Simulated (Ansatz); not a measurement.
Input

```
crystal:
  lattice:
    - [-3.2789854852, 0.0, 0.0]
    - [-1.6394927426, -2.8396847288, 0.0]
    - [-0.4098731856, -0.7099211822, 14.0112373504]
  atoms:
    - { symbol: W, position: [0.0, -0.1875, 0.75] }
    - { symbol: W, position: [0.0, -0.0625, 0.25] }
    - { symbol: Se, position: [0.3333333333, 0.1157642268, 0.8702764262] }
    - { symbol: Se, position: [0.3333333333, 0.2407642268, 0.3702764262] }
    - { symbol: Se, position: [0.3333333333, 0.3009024399, 0.1297235738] }
    - { symbol: Se, position: [0.3333333333, 0.1759024399, 0.6297235738] }
basis:
  ecutwfc: 420
kpoints:
  mp_grid: { grid: [9, 9, 2] }
hamiltonian:
  xc: pbe
  pseudopotentials: { kind: paw, azcp: { folder: soft_1 } }
  dispersion: d3bj
scf:
  occupations: { method: gaussian, width: 0.05 }
output:
  forces: true
  stress: true
  eigenvalues: true
  write_density: true
  write_potential: true
  elf: true
  volumetric_format: npy
```

Run with:

```sh
ansatz run input.yaml --threads 2 --pin off --max-ram 4096MiB --backend cpu --events-out ev --progress --plain --runs-dir out
```

Below, planes, directions and counts refer to the conventional cell (a = 3.28 Å, b = 5.68 Å, c = 14.04 Å, α = 90.00°, β = 93.35°, γ = 90.00°).

Space group C2; a point of a scan over the structure, not its minimum; a structure from a database of computed crystals, not necessarily the ambient phase; PAW files of the earlier set (soft_1).

Theory: Ansatz, DFT PBE+D3(BJ), scalar-relativistic, plane waves, PAW.

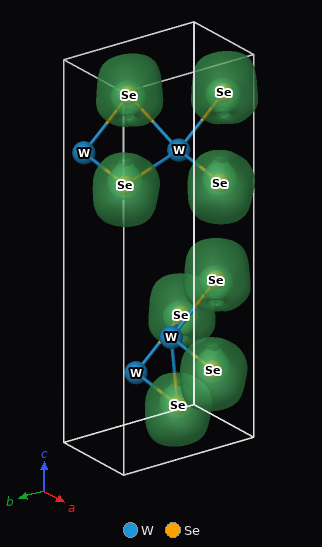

WSe2. Isosurface of the electron localisation function at 0.65 (green), seen at an oblique angle. Only the valence region is drawn (cores and ρ < 0.01 e/Å³ removed). Sticks mark near contacts.

**Identify the bonds, lone pairs and shells in this picture.**

The ELF exceeds this value in eight regions wrapped around Se (the valence shell of each), counted in one cell of 12 atoms. Any copies at cell faces, edges or corners count once. Profiles from the grid: W–Se (2.53 Å): the ELF is about 0.55 at the midpoint.

**Does the calculation make it a metal, or give it a gap?**

It is gapped, with a Kohn–Sham gap of 1.4 eV on the k-point mesh (the band edges may lie off the mesh, which would make the gap smaller).
